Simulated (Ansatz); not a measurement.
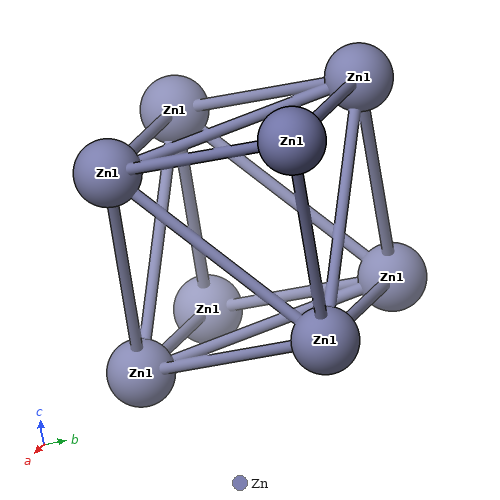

The system is Zn (Fm-3m, No. 225; 1 atom in the cell); the picture shows the reference structure. The cell is strained homogeneously, by one strain along x and y and another along z, with fractional coordinates fixed (x, y and z along the cube axes). First axis: strain along x and y. Second axis: strain along z. The grid has 5 × 5 points. At 6 points there is no value. Points are written as (first, second). Energies are in meV/atom, from the lowest grid point. The reference cell is the one listed in the database, not relaxed at this level. Level of theory: Ansatz, DFT PBE, scalar-relativistic, plane waves, PAW. Settings: cutoff 420 eV, k-mesh 20×20×20, gaussian smearing 0.15 eV, no spin polarisation.

Its coordinates:

```xyz
1
Lattice="0.0000 1.9648 1.9648 1.9648 0.0000 1.9648 1.9648 1.9648 0.0000" Properties=species:S:1:pos:R:3 pbc="T T T"
Zn    0.0000    0.0000    0.0000
```

Range: strain along x and y from −5.0 to 5.0 %; strain along z from −5.0 to 5.0 %.

What landscape does the calculation give?

The lowest grid point is at (0.0 %, 0.0 %). The highest grid point, (−5.0 %, −5.0 %), lies 92 meV/atom above the lowest.

```
strain along z ↓, strain along x and y →  −5.0  −2.5  0.0  2.5  5.0
                                     5.0    37    14   13   30   61
                                     2.5    38     –    4    –    –
                                     0.0    46    11    0    9   33
                                    −2.5    64     –    4    –    –
                                    −5.0    92    40   15   10   19
```

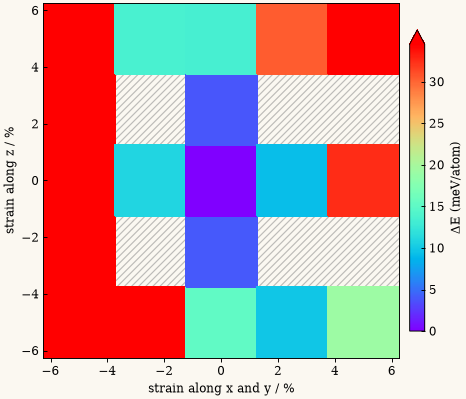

In the figure: one coloured cell a grid point, one colour for all values above the top of the scale, hatched blanks where no value was computed.
